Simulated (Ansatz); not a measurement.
## Electron scattering at the Σ5 (210) boundary in bcc W with O (interstitial)

Wanted: what the Σ5 (210) boundary in bcc W with O (interstitial) costs an interconnect.

Calculated with Ansatz 0.2.0; Ansatz plane-wave DFT, PBE, PAW files; relaxation of a bicrystal slab with its lowest layers held; PAW set soft_1, in the first sound run; inputs show where later runs differ.

## (1) The structure

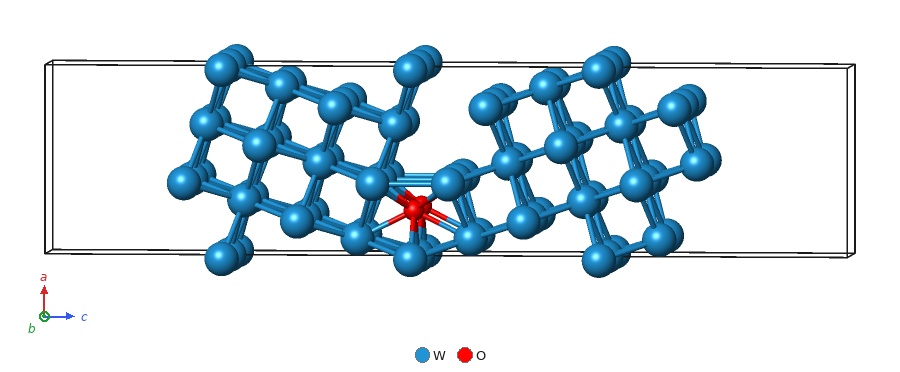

The cell as given, from the side, with the c axis across the page (tungsten blue, oxygen red). 1×2×1 cells are drawn. Some periodic images of atoms are drawn too.

The cell holds 28 atoms: 27 W and 1 O. Cell: a = 7.077 Å, b = 3.165 Å, c = 30.107 Å, α = 90.0°, β = 90.0°, γ = 90.0°. It derives from W. built on the (2 1 0) plane; 2 overlapping atoms removed and the grains opened by 0 Å. Vacuum lies along c.

## (2) Relaxing the bicrystal

The boundary is built by mirroring the lower grain in the boundary plane and removing any atoms that overlap; then the O is put in at the boundary. A thin bicrystal slab is relaxed first, with the lowest layers held and the upper grain free to shift and open.

input.yaml

```yaml
crystal:
  lattice:
    - [7.0767079352, 0.0, 0.0]
    - [0.0, 3.1648, 0.0]
    - [0.0, 0.0, 30.1071114245]
  atoms:
    - { symbol: W, position: [0.3999999999, 0.0, 0.1660737202] }
    - { symbol: W, position: [0.6999999999, 0.5, 0.1895788245] }
    - { symbol: W, position: [0.9999999999, 0.0, 0.2130839288] }
    - { symbol: W, position: [0.2999999999, 0.5, 0.2365890331] }
    - { symbol: W, position: [0.6, 0.0, 0.2600941373] }
    - { symbol: W, position: [0.9, 0.5, 0.2835992416] }
    - { symbol: W, position: [0.2, 0.0, 0.3071043459] }
    - { symbol: W, position: [0.5, 0.5, 0.3306094502] }
    - { symbol: W, position: [0.8, 0.0, 0.3541145545] }
    - { symbol: W, position: [0.1, 0.5, 0.3776196587] }
    - { symbol: W, position: [0.4, 0.0, 0.401124763] }
    - { symbol: W, position: [0.7, 0.5, 0.4246298673] }
    - { symbol: W, position: [0.0, 0.0, 0.4481349716] }
    - { symbol: O, position: [0.25, 0.5, 0.4481349716] }
    - { symbol: W, position: [0.4, 0.0, 0.4951451801] }
    - { symbol: W, position: [0.1, 0.5, 0.5186502844] }
    - { symbol: W, position: [0.8, 0.0, 0.5421553887] }
    - { symbol: W, position: [0.5, 0.5, 0.5656604929] }
    - { symbol: W, position: [0.2, 0.0, 0.5891655972] }
    - { symbol: W, position: [0.9, 0.5, 0.6126707015] }
    - { symbol: W, position: [0.6, 0.0, 0.6361758058] }
    - { symbol: W, position: [0.2999999999, 0.5, 0.6596809101] }
    - { symbol: W, position: [0.9999999999, 0.0, 0.6831860143] }
    - { symbol: W, position: [0.6999999999, 0.5, 0.7066911186] }
    - { symbol: W, position: [0.3999999999, 0.0, 0.7301962229] }
    - { symbol: W, position: [0.0999999999, 0.5, 0.7537013272] }
    - { symbol: W, position: [0.7999999999, 0.0, 0.7772064314] }
    - { symbol: W, position: [0.4999999999, 0.5, 0.8007115357] }
kpoints:
  mp_grid: { grid: [4, 7, 1] }
hamiltonian:
  xc: pbe
  pseudopotentials: { kind: paw, azcp: { folder: soft_1 } }
scf:
  occupations: { method: fermi_dirac, width: 0.1 }
relax:
  f_tol: 0.03
  max_steps: 80
  constraints: [{ sites: [0, 1, 2, 3, 4] }]
```

Started as:

```
$ ansatz run input.yaml --threads 8 --pin off --max-ram 15360MiB --backend cpu --events-out ev --progress --plain --runs-dir out
```

Numbers of over 12 decimals in the logs are rounded to 6 here.

Output:

```text
Engine: ansatz 0.2.0, aarch64-unknown-linux-gnu
Pseudopotentials: kind: paw
Pseudopotential: W, paw, valence charge 14, recommended cutoff 420 eV (normal), soft_1/W.paw.azcp
Pseudopotential: O, paw, valence charge 6, recommended cutoff 420 eV (normal), soft_1/O.paw.azcp
Functional definition: PBE
  parameter kappa = 0.804
  parameter beta = 0.066725
  exchange = pbe_x(kappa = kappa, mu = beta*pi^2/3)
  correlation = pbe_c(beta = beta)
Crystal: 28 atoms, lattice volume = 674.290 Å³
Basis set: ecut = 420 eV, 13145 PW (Γ), exchange–correlation on 96×48×432 points (8 copies of the dense FFT grid, shifted against one another)
Bands: 231, of which v1, the nominal top of the filled ones, is band 192 counted from 1 (191 counted from 0)
Symmetry: 2 space group operations
Space group: Pm (ITA 6), of the structure as read, at distance tolerance 8.8e-5 Å
k-points: 12 of 28 (time reversal used)
Non-local potential: W, projectors of the file, l = 0: 3, l = 1: 2, l = 2: 2, l = 3: 1
Non-local potential: O, projectors of the file, l = 0: 2, l = 1: 2, l = 2: 1
PAW form: soft (Blöchl's): semilocal exchange-correlation on the pseudo side does not see the compensation charge
PAW one-centre angular grid: W, 590 points (default); XC on 64 Gauss nodes
PAW one-centre angular grid: O, 110 points (default); XC on 64 Gauss nodes
Initial density: superposition of atomic densities (neutral atoms: chi_scale 0, normalization atom)
Initial wavefunctions: pseudopotential atomic-orbital guess
Functional: x = pbe(κ = 0.804, μ = 0.219515), c = pbe(β = 0.066725)
SCF iter   1: F=—  HF=-280982.237726 eV  |F-HF|=—  |Δ(HF+E_count)|=         —  Δρ=5.83e-2  dr2=1.54e2  ethr=3.10e-3  ⟨swp⟩=8.4  Hψ=12527  notcnv=0
preconditioner: auto → LDOS  [metal: Δε(μ)=0.008 eV  Ē_g=5.389 eV  σ=0.100 eV  W_gap=0.02  n_scr=176 (ndim 8)  ℏωp=18.5 eV  f_vac=0.283  D(μ)=20.94/eV (n_scr^D=156)  β→1.0]
SCF iter   2: F=—  HF=-280975.413085 eV  |F-HF|=—  |Δ(HF+E_count)|=    6.82e0  Δρ=3.95e-2  dr2=9.61e1  ethr=3.10e-3  ⟨swp⟩=4.1  Hψ=7302  notcnv=0
SCF iter   3: F=—  HF=-280970.914806 eV  |F-HF|=—  |Δ(HF+E_count)|=    4.50e0  Δρ=8.32e-3  dr2=1.62e0  ethr=3.10e-3  ⟨swp⟩=3.8  Hψ=6063  notcnv=0  defer=2
SCF iter   4: F=—  HF=-280970.656482 eV  |F-HF|=—  |Δ(HF+E_count)|=   2.58e-1  Δρ=2.75e-3  dr2=1.21e-1  ethr=4.22e-4  ⟨swp⟩=3.0  Hψ=4698  notcnv=0  defer=2
SCF iter   5: F=—  HF=-280970.649720 eV  |F-HF|=—  |Δ(HF+E_count)|=   6.76e-3  Δρ=1.17e-3  dr2=6.08e-2  ethr=3.16e-5  ⟨swp⟩=2.9  Hψ=4735  notcnv=0  defer=2
SCF iter   6: F=—  HF=-280970.647084 eV  |F-HF|=—  |Δ(HF+E_count)|=   2.64e-3  Δρ=3.85e-4  dr2=6.69e-3  ethr=1.58e-5  ⟨swp⟩=2.0  Hψ=3581  notcnv=0  defer=2
SCF iter   7: F=—  HF=-280970.648358 eV  |F-HF|=—  |Δ(HF+E_count)|=   1.27e-3  Δρ=1.14e-4  dr2=1.65e-4  ethr=1.74e-6  ⟨swp⟩=2.0  Hψ=3505  notcnv=0  defer=2
SCF iter   8: F=—  HF=-280970.648402 eV  |F-HF|=—  |Δ(HF+E_count)|=   4.44e-5  Δρ=4.65e-5  dr2=7.70e-5  ethr=4.29e-8  ⟨swp⟩=3.1  Hψ=5288  notcnv=0  defer=2
SCF iter   9: F=-280970.648402 eV  HF=-280970.648408 eV  |F-HF|=6.50e-6  |Δ(HF+E_count)|=   6.24e-6  Δρ=1.80e-5  dr2=9.55e-6  ethr=5.86e-9  ⟨swp⟩=3.1  Hψ=9591  notcnv=0
SCF 1 converged in 9 iterations: F = -280970.648402 eV  dr2 = 9.55e-6
  greatest PAW one-centre occupation: 0.999 electrons in one spin orbital (limit 2), on the W atom at site 24 (counted from 0), in its partial waves of l = 0
relax step   1: F+E_penalty+E_count = -280970.64840164 eV  Δ(F+E_penalty+E_count) = +0.000e0 eV  max|allowed force component| = 1.743e0 eV/Å  Δτ_max = 0.0000 Å  (9 SCF iters, dr2 threshold 2.25e-5 eV, accepted)
Initial density: handed on by an earlier stage of this run
Initial wavefunctions: those handed on with the density
iter 1 solved again at ethr=7.07e-4 eV; its pass at ethr=3.10e-3 eV (dr2=2.71e0 eV) is discarded
SCF iter   1: F=—  HF=-280971.665713 eV  |F-HF|=—  |Δ(HF+E_count)|=         —  Δρ=1.16e-2  dr2=2.95e0  ethr=7.07e-4  ⟨swp⟩=1.7  Hψ=9320  notcnv=0
eigensolver tolerance schedule calibrated: the retry pair's looser diagonalisation under-reported the residual by θ = 0.08 (0.13/decade); ethr = c·dr2/N_el runs at the constant in force after the calibration composes with the one it found (an armed cap, an earlier calibration), c = 6.4e-2
preconditioner: auto → LDOS  [metal: Δε(μ)=0.025 eV  Ē_g=4.996 eV  σ=0.100 eV  W_gap=0.06  n_scr=176 (ndim 8)  ℏωp=18.5 eV  f_vac=0.290  D(μ)=18.66/eV (n_scr^D=122)  β→1.0]
SCF iter   2: F=—  HF=-280971.535749 eV  |F-HF|=—  |Δ(HF+E_count)|=   1.30e-1  Δρ=5.79e-3  dr2=8.91e-1  ethr=4.89e-4  ⟨swp⟩=4.6  Hψ=5356  notcnv=0
SCF iter   3: F=—  HF=-280971.419238 eV  |F-HF|=—  |Δ(HF+E_count)|=   1.17e-1  Δρ=1.68e-3  dr2=6.66e-2  ethr=1.48e-4  ⟨swp⟩=3.1  Hψ=5802  notcnv=0  defer=2
SCF iter   4: F=—  HF=-280971.410090 eV  |F-HF|=—  |Δ(HF+E_count)|=   9.15e-3  Δρ=3.73e-4  dr2=2.51e-3  ethr=1.10e-5  ⟨swp⟩=2.8  Hψ=5208  notcnv=0  defer=2
SCF iter   5: F=—  HF=-280971.410111 eV  |F-HF|=—  |Δ(HF+E_count)|=   2.08e-5  Δρ=1.19e-4  dr2=2.12e-4  ethr=4.16e-7  ⟨swp⟩=2.5  Hψ=4411  notcnv=0  defer=2
SCF iter   6: F=-280971.410154 eV  HF=-280971.410157 eV  |F-HF|=3.29e-6  |Δ(HF+E_count)|=   4.60e-5  Δρ=4.47e-5  dr2=2.50e-5  ethr=1.66e-8  ⟨swp⟩=2.9  Hψ=10546  notcnv=0
SCF 2 converged in 6 iterations: F = -280971.410154 eV  dr2 = 2.50e-5
relax step   2: F+E_penalty+E_count = -280971.41015355 eV  Δ(F+E_penalty+E_count) = -7.618e-1 eV  max|allowed force component| = 1.080e0 eV/Å  Δτ_max = 0.1982 Å  (6 SCF iters, dr2 threshold 1.00e-4 eV, accepted)
SCF iter   1: F=—  HF=-280971.983028 eV  |F-HF|=—  |Δ(HF+E_count)|=         —  Δρ=1.53e-2  dr2=1.46e1  ethr=3.10e-3  ⟨swp⟩=5.7  Hψ=6978  notcnv=0
preconditioner: auto → LDOS  [metal: Δε(μ)=0.012 eV  Ē_g=5.025 eV  σ=0.100 eV  W_gap=0.03  n_scr=176 (ndim 8)  ℏωp=18.5 eV  f_vac=0.295  D(μ)=18.89/eV (n_scr^D=126)  β→1.0]
SCF iter   2: F=—  HF=-280971.706981 eV  |F-HF|=—  |Δ(HF+E_count)|=   2.76e-1  Δρ=4.26e-3  dr2=3.19e-1  ethr=3.10e-3  ⟨swp⟩=1.9  Hψ=3294  notcnv=0
SCF iter   3: F=—  HF=-280971.676249 eV  |F-HF|=—  |Δ(HF+E_count)|=   3.07e-2  Δρ=2.64e-3  dr2=1.42e-1  ethr=8.30e-5  ⟨swp⟩=3.0  Hψ=6098  notcnv=0
SCF iter   4: F=—  HF=-280971.649119 eV  |F-HF|=—  |Δ(HF+E_count)|=   2.71e-2  Δρ=3.61e-4  dr2=1.60e-3  ethr=3.70e-5  ⟨swp⟩=2.1  Hψ=3919  notcnv=0
SCF iter   5: F=—  HF=-280971.650086 eV  |F-HF|=—  |Δ(HF+E_count)|=   9.68e-4  Δρ=1.27e-4  dr2=1.87e-4  ethr=4.17e-7  ⟨swp⟩=3.0  Hψ=5844  notcnv=0
SCF iter   6: F=-280971.650112 eV  HF=-280971.650131 eV  |F-HF|=1.91e-5  |Δ(HF+E_count)|=   4.48e-5  Δρ=5.49e-5  dr2=4.67e-5  ethr=1.90e-8  ⟨swp⟩=3.0  Hψ=10350  notcnv=0
SCF 3 converged in 6 iterations: F = -280971.650112 eV  dr2 = 4.67e-5
[...]
relax step   9: F+E_penalty+E_count = -280972.44595508 eV  Δ(F+E_penalty+E_count) = -1.927e-1 eV  max|allowed force component| = 5.083e-1 eV/Å  Δτ_max = 0.1943 Å  (6 SCF iters, dr2 threshold 1.00e-4 eV, accepted)
relax step  10: F+E_penalty+E_count = -280972.55320206 eV  Δ(F+E_penalty+E_count) = -1.072e-1 eV  max|allowed force component| = 3.574e-1 eV/Å  Δτ_max = 0.1915 Å  (6 SCF iters, dr2 threshold 1.00e-4 eV, accepted)
relax step  11: F+E_penalty+E_count = -280972.66363408 eV  Δ(F+E_penalty+E_count) = -1.104e-1 eV  max|allowed force component| = 1.741e-1 eV/Å  Δτ_max = 0.2000 Å  (6 SCF iters, dr2 threshold 6.31e-5 eV, accepted)
relax step  12: F+E_penalty+E_count = -280972.71958984 eV  Δ(F+E_penalty+E_count) = -5.596e-2 eV  max|allowed force component| = 1.349e-1 eV/Å  Δτ_max = 0.1921 Å  (7 SCF iters, dr2 threshold 7.20e-6 eV, accepted)
relax step  13: F+E_penalty+E_count = -280972.75375707 eV  Δ(F+E_penalty+E_count) = -3.417e-2 eV  max|allowed force component| = 2.576e-1 eV/Å  Δτ_max = 0.1955 Å  (7 SCF iters, dr2 threshold 4.32e-6 eV, accepted)
relax step  14: F+E_penalty+E_count = -280972.77466899 eV  Δ(F+E_penalty+E_count) = -2.091e-2 eV  max|allowed force component| = 1.925e-1 eV/Å  Δτ_max = 0.1953 Å  (6 SCF iters, dr2 threshold 3.98e-5 eV, accepted)
relax step  15: F+E_penalty+E_count = -280972.78297038 eV  Δ(F+E_penalty+E_count) = -8.301e-3 eV  max|allowed force component| = 7.808e-2 eV/Å  Δτ_max = 0.0213 Å  (5 SCF iters, dr2 threshold 2.07e-5 eV, accepted)
relax step  16: F+E_penalty+E_count = -280972.78390048 eV  Δ(F+E_penalty+E_count) = -9.301e-4 eV  max|allowed force component| = 1.213e-1 eV/Å  Δτ_max = 0.0356 Å  (6 SCF iters, dr2 threshold 1.00e-6 eV, accepted)
relax step  17: F+E_penalty+E_count = -280972.78535241 eV  Δ(F+E_penalty+E_count) = -1.452e-3 eV  max|allowed force component| = 3.316e-2 eV/Å  Δτ_max = 0.0175 Å  (5 SCF iters, dr2 threshold 2.42e-6 eV, accepted)
SCF iter   1: F=—  HF=-280972.784757 eV  |F-HF|=—  |Δ(HF+E_count)|=         —  Δρ=5.13e-4  dr2=4.46e-3  ethr=1.14e-5  ⟨swp⟩=2.0  Hψ=4399  notcnv=0  defer=3
preconditioner: auto → LDOS  [metal: Δε(μ)=0.005 eV  Ē_g=5.029 eV  σ=0.100 eV  W_gap=0.01  n_scr=176 (ndim 8)  ℏωp=18.5 eV  f_vac=0.291  D(μ)=18.23/eV (n_scr^D=114)  β→1.0]
SCF iter   2: F=—  HF=-280972.784557 eV  |F-HF|=—  |Δ(HF+E_count)|=   2.00e-4  Δρ=1.63e-4  dr2=4.57e-4  ethr=1.16e-6  ⟨swp⟩=2.6  Hψ=4809  notcnv=0  defer=3
SCF iter   3: F=—  HF=-280972.784494 eV  |F-HF|=—  |Δ(HF+E_count)|=   6.29e-5  Δρ=7.32e-5  dr2=1.25e-4  ethr=1.19e-7  ⟨swp⟩=2.6  Hψ=5114  notcnv=0  defer=3
SCF iter   4: F=—  HF=-280972.784473 eV  |F-HF|=—  |Δ(HF+E_count)|=   2.06e-5  Δρ=1.53e-5  dr2=2.62e-6  ethr=3.26e-8  ⟨swp⟩=3.2  Hψ=4929  notcnv=0  defer=3
SCF iter   5: F=—  HF=-280972.785536 eV  |F-HF|=—  |Δ(HF+E_count)|=   1.06e-3  Δρ=4.13e-6  dr2=1.50e-7  ethr=6.83e-10  ⟨swp⟩=2.7  Hψ=5436  notcnv=0  defer=3
SCF iter   6: F=-280972.785536 eV  HF=-280972.785536 eV  |F-HF|=2.45e-8  |Δ(HF+E_count)|=   6.66e-8  Δρ=1.71e-6  dr2=5.00e-8  ethr=2.60e-11  ⟨swp⟩=5.1  Hψ=9379  notcnv=0
SCF 18 converged in 6 iterations: F = -280972.785536 eV  dr2 = 5.00e-8
relax step  18: F+E_penalty+E_count = -280972.78553611 eV  Δ(F+E_penalty+E_count) = -1.837e-4 eV  max|allowed force component| = 1.374e-2 eV/Å  Δτ_max = 0.0065 Å  (6 SCF iters, accepted)
SCF converged after 6 iterations
Free energy (F): -280972.785536 eV
Harris-Foulkes:  -280972.785536 eV  (|F-HF|=2.45e-8)
Internal energy: -280972.180326 eV  (E = F + TS)
E sigma→0 (E₀):  -280972.482931 eV
Entropy (-TS):   -0.605210 eV (-21.615 meV/atom)
Fermi energy:    12.862719 eV
--- Per-component energies (eV) ---
  E_band       = -5822.756801
  E_kinetic    = 11521.642209
  E_local      = -355509.893554  (includes V_loc(G=0)·N_el)
  E_nonlocal   = -627.432223
  E_hartree    = 174764.755218
  E_xc         = -7277.802158
  E_vxc        = -6308.824570  (∫ρ·V_xc dr)
  E_paw        = -231762.609626  (= ΣΔE_a)
  E_vpaw       = -4427.728255  (= ΣTr[D̂ρ^β])
  E_aug_tail   = 0.004797  (compensation charges beyond the density's cutoff)
  E_ewald      = 127919.155011
  E_smearing   = -0.605210  (= −TS)
  E_closure    = 0.000000  (closes the sum)
  Σ components = -280972.785536   (vs F -280972.785536, Δ=0.00e0)
--- Forces (eV/Å), atoms counted from 1 ---
  atom   1  W      0.71930946    -0.00000000     1.81210559
  atom   2  W     -0.96482219     0.00000000     0.10715088
  atom   3  W     -0.05434635     0.00000000    -0.35593920
  atom   4  W      0.18513744    -0.00000000    -1.16944945
  atom   5  W      0.12012029    -0.00000000    -0.37479326
  atom   6  W      0.00523432     0.00000000     0.00284830
  atom   7  W      0.00561507     0.00000000    -0.00353522
  atom   8  W     -0.00534891     0.00000000    -0.00965800
  atom   9  W     -0.01373868    -0.00000000    -0.00569935
  atom  10  W      0.00960328     0.00000000    -0.00300886
  atom  11  W      0.00189564     0.00000000    -0.00158086
  atom  12  W      0.00040818    -0.00000000     0.00617892
  atom  13  W     -0.00821144    -0.00000000    -0.00040780
  atom  14  O      0.00555975    -0.00000000    -0.00810514
  atom  15  W     -0.00648284     0.00000000     0.00112548
  atom  16  W     -0.00244735    -0.00000000     0.00098774
  atom  17  W      0.00619516    -0.00000000     0.00908927
  atom  18  W     -0.00937759     0.00000000     0.00771243
  atom  19  W      0.00611619     0.00000000    -0.00863082
  atom  20  W     -0.00124184    -0.00000000     0.00295399
  atom  21  W     -0.00089871    -0.00000000    -0.00548404
  atom  22  W      0.00273841     0.00000000    -0.00522206
  atom  23  W     -0.00213282     0.00000000     0.00706883
  atom  24  W      0.00088178    -0.00000000    -0.00689246
  atom  25  W      0.00139020     0.00000000     0.00236725
  atom  26  W      0.00262041    -0.00000000     0.00018874
  atom  27  W     -0.00440836     0.00000000    -0.00218481
  atom  28  W      0.00062116    -0.00000000     0.00078830
  max |Σ_I F_I| component: 2.56e-5 eV/Å
--- Relaxed structure (18 steps of the walk, 18 accepted, 0 SCFs on fresh bases) ---
  F+E_penalty+E_count = -280972.78553611 eV   max|allowed force component| = 1.374e-2 eV/Å
  atoms:
    - { symbol: W, position: [0.3999999999, 0.0, 0.166074] }
    - { symbol: W, position: [0.6999999999, 0.500000, 0.189579] }
    - { symbol: W, position: [1.000000, 0.0, 0.213084] }
    - { symbol: W, position: [0.2999999999, 0.500000, 0.236589] }
    - { symbol: W, position: [0.6, 0.0, 0.2600941373] }
    - { symbol: W, position: [0.900818, 0.500000, 0.282467] }
    - { symbol: W, position: [0.203164, -7.855441968105166e-19, 0.308253] }
    - { symbol: W, position: [0.500587, 0.500000, 0.332371] }
    - { symbol: W, position: [0.803137, -7.786860568742125e-19, 0.353794] }
    - { symbol: W, position: [0.099775, 0.500000, 0.376778] }
    - { symbol: W, position: [0.414855, -3.687690113373975e-18, 0.405626] }
    - { symbol: W, position: [0.715696, 0.500000, 0.424180] }
    - { symbol: W, position: [0.00855504, -2.123818502335468e-18, 0.452625] }
    - { symbol: O, position: [0.239176, 0.500000, 0.441007] }
    - { symbol: W, position: [0.650099, -6.208798247613355e-17, 0.495324] }
    - { symbol: W, position: [0.315505, 0.500000, 0.512620] }
    - { symbol: W, position: [1.019490, -5.4489254545087265e-17, 0.541128] }
    - { symbol: W, position: [0.719045, 0.500000, 0.565465] }
    - { symbol: W, position: [0.415361, -5.3464069794944585e-17, 0.585946] }
    - { symbol: W, position: [1.118828, 0.500000, 0.611151] }
    - { symbol: W, position: [0.816783, -5.3817032956928084e-17, 0.635697] }
    - { symbol: W, position: [0.517585, 0.500000, 0.658195] }
    - { symbol: W, position: [1.219634, -5.4525011530835955e-17, 0.682700] }
    - { symbol: W, position: [0.919581, 0.500000, 0.705549] }
    - { symbol: W, position: [0.615266, -5.344057114797825e-17, 0.730357] }
    - { symbol: W, position: [0.312655, 0.500000, 0.753642] }
    - { symbol: W, position: [1.012335, -5.271291512073926e-17, 0.775515] }
    - { symbol: W, position: [0.726438, 0.500000, 0.794647] }
```

Wall time 7.8 min (8 threads of Arm Neoverse V2, shared host); peak memory 5.6 GiB.

Relaxation path:

```csv
step,energy less that of the first step (eV),largest force component (eV/Å)
1,0.0000,1.7432
2,-0.7618,1.0798
3,-1.0017,0.5143
4,-1.0926,0.4320
5,-1.1961,0.5092
6,-1.2225,1.1133
7,-1.3802,0.7432
8,-1.6049,0.5549
9,-1.7976,0.5083
10,-1.9048,0.3574
11,-2.0152,0.1741
12,-2.0712,0.1349
13,-2.1054,0.2576
14,-2.1263,0.1925
15,-2.1346,0.0781
16,-2.1355,0.1213
17,-2.1369,0.0332
18,-2.1371,0.0137
```

Forces are held to the 2 operations that the run works with; a distortion that breaks them can't arise in this run.

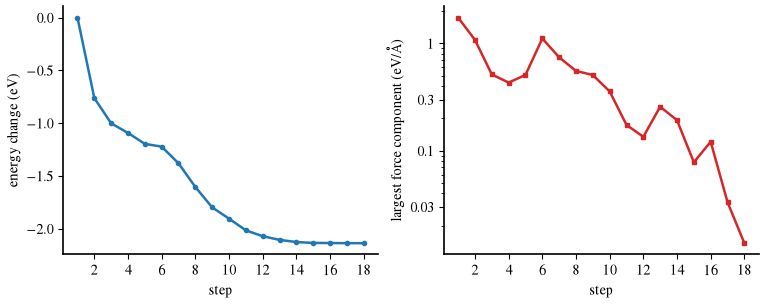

Energy and largest force along the relaxation.

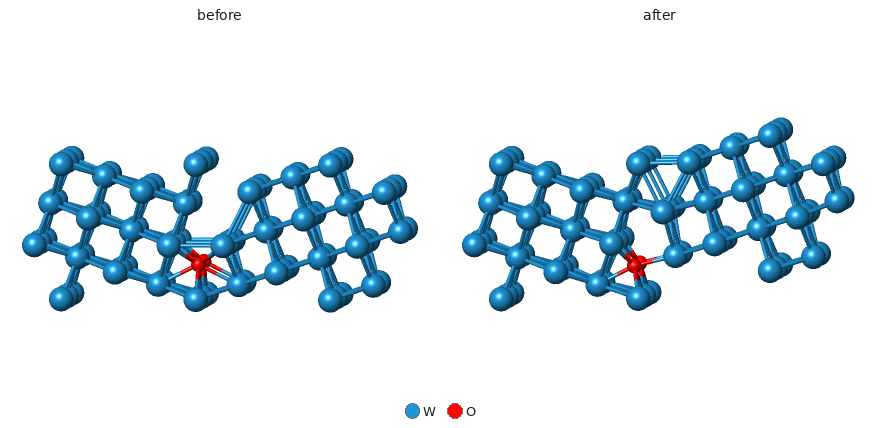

The structure before and after the relaxation, drawn at the same scale.

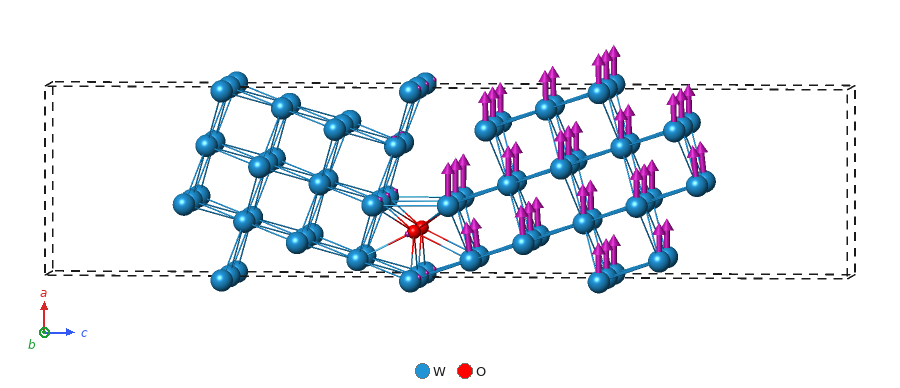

Displacements in the relaxation, scaled; the longest in the cell stands for 1.77 Å. 1×2×1 cells are drawn. Some periodic images of atoms are drawn too.

The atoms that moved most (Å):

```csv
atom,dx,dy,dz,length
W15,1.770,0.000,0.005,1.770
W28,1.602,0.000,-0.183,1.613
W23,1.554,0.000,-0.015,1.554
W24,1.554,0.000,-0.034,1.554
W17,1.553,0.000,-0.031,1.554
W18,1.550,0.000,-0.006,1.550
W20,1.549,0.000,-0.046,1.549
W22,1.540,0.000,-0.045,1.540
```

Numbers from this step:

| Property | Result |
| --- | --- |
| free energy | -280972.7855 eV |
| energy at zero smearing | -280972.4829 eV |
| Fermi energy | 12.86 eV |

The largest force component on a free atom ends at 0.014 eV/Å, under the tolerance of 0.03, after 18 steps.

(Continued in part 2 of 2.)

[Logs are printed without paths, hosts, clocks, repeated set-up lines and the standing remarks that a program may print on its own settings, such as how far it seeks lower states.]

[Hosts, paths, dates, database ids (printed as entryN), source tags and the programs' standing remarks are cut or masked in the printed files.]
